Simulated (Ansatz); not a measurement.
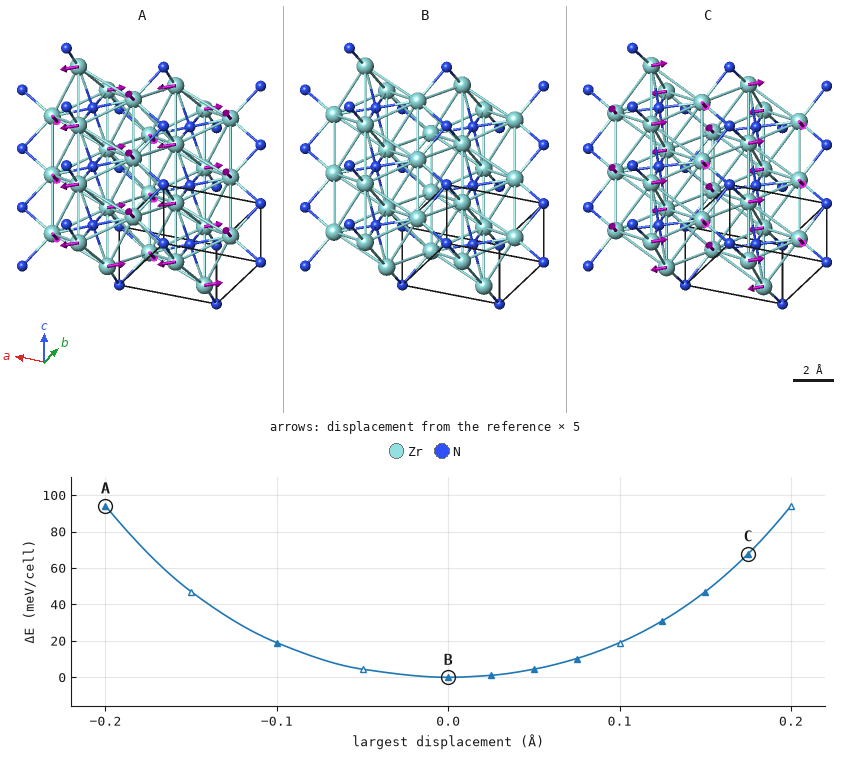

Energy scan for a crystal of Zr2N (P4_2/mnm), in which a normal mode at the zone centre is frozen in with the cell fixed, the amplitude being the largest displacement of an atom. The lettered frames are marked on the plot. Hollow markers are points alike by symmetry, not computed again. A ball-and-stick model of the cell of the calculation, repeated 2 × 1 × 3 with one cell outlined, seen from a free direction. Purple arrows: displacements from the reference.

All numbers below come from Ansatz 0.2.0, DFT PBEsol, scalar-relativistic, plane waves, PAW. Set-up: plane-wave cutoff 420 eV; k-point mesh 10 × 10 × 14; occupations gaussian; smearing width 0.15 eV; no spin polarisation. Energies (free energies at the smearing named) are counted from the relaxed crystal.

Q: Describe the profile.

A: The harmonic wavenumber of the mode is 51 cm⁻¹, a stable vibration. The lowest computed point lies at the amplitude 0.00 Å (0.0 meV/cell). At the ends of the scan the energy is 94.1 meV/cell (−0.20 Å) and 94.1 meV/cell (0.20 Å). The well is symmetric. The distortion takes the space group from P4_2/mnm to Pnnm.
